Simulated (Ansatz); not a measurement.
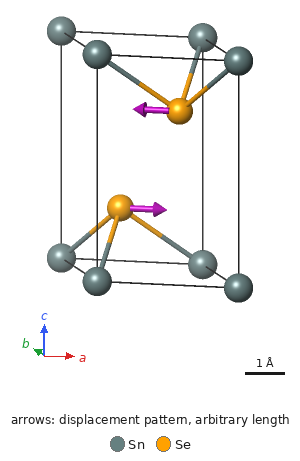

The lowest optical mode of crystalline SnSe$_{2}$, space group P-3m1 (No. 164), at the zone centre. Displacements are drawn as purple arrows; their common scale and sign are arbitrary. The picture is a ball-and-stick view of the cell of the calculation, seen slightly off an axis.

Theory: DFT PBE+D3(BJ), scalar-relativistic, plane waves, PAW (Ansatz). Set-up: plane-wave cutoff 420 eV; k-point mesh 12 × 12 × 6; occupations gaussian; smearing width 0.03 eV; no spin polarisation.

Frequencies are those without the non-analytic (LO–TO) term.

### Is this crystal at a minimum with respect to the drawn distortion?

Yes: this softest mode has a real frequency, and so have all others here. That speaks for this wave vector alone: the rest of the zone wasn't checked in this run. This is the E_g mode (doubly degenerate; one member of the set is drawn) at 123 cm⁻¹, the lowest optical level, Raman-active by symmetry. The Sn atoms stay at rest; all motion is along a; atoms of one kind move against one another, with no net shift of their sublattice.
